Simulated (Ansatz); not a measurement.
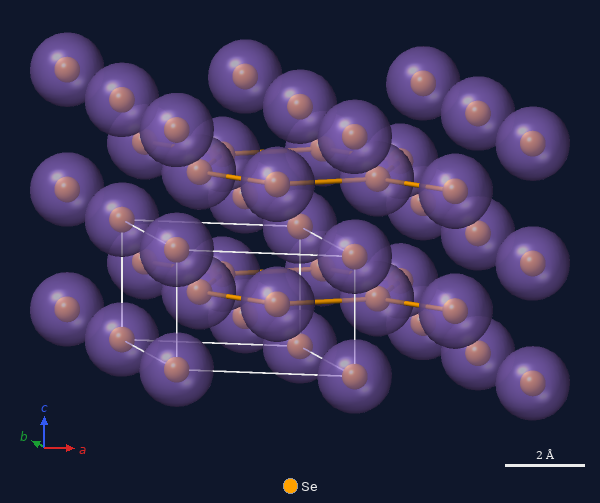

Se. Isosurface of the valence charge density (pseudo) at 0.6 e/Å³ (purple), seen slightly off an axis. Sticks mark near contacts.

Space group P6/mmm; set up as Se, omega (AlB2-type); a generated structure, not necessarily the stable one; changed on purpose from its base cell (volume × 1.0).

Level of theory: Ansatz, DFT, LDA (PW92), plane waves (420 eV) with PAW, scalar-relativistic.

The density is the valence pseudo-density of a PAW calculation; it isn't the true density close to the nuclei.

> What does this surface tell about the bonding?

At this value the density breaks into separate islands; it holds about 75 % of the electrons treated as valence. It bridges none of the near contacts. It is pinched off along the shortest Se–Se (2.69 Å) contacts. On the grid the lowest density along these lines, outside the cores, is 0.37 e/Å³ (Se–Se, 2.69 Å).

> Does the calculation make it a metal, or give it a gap?

It is gapless in this calculation (a metal or semimetal).
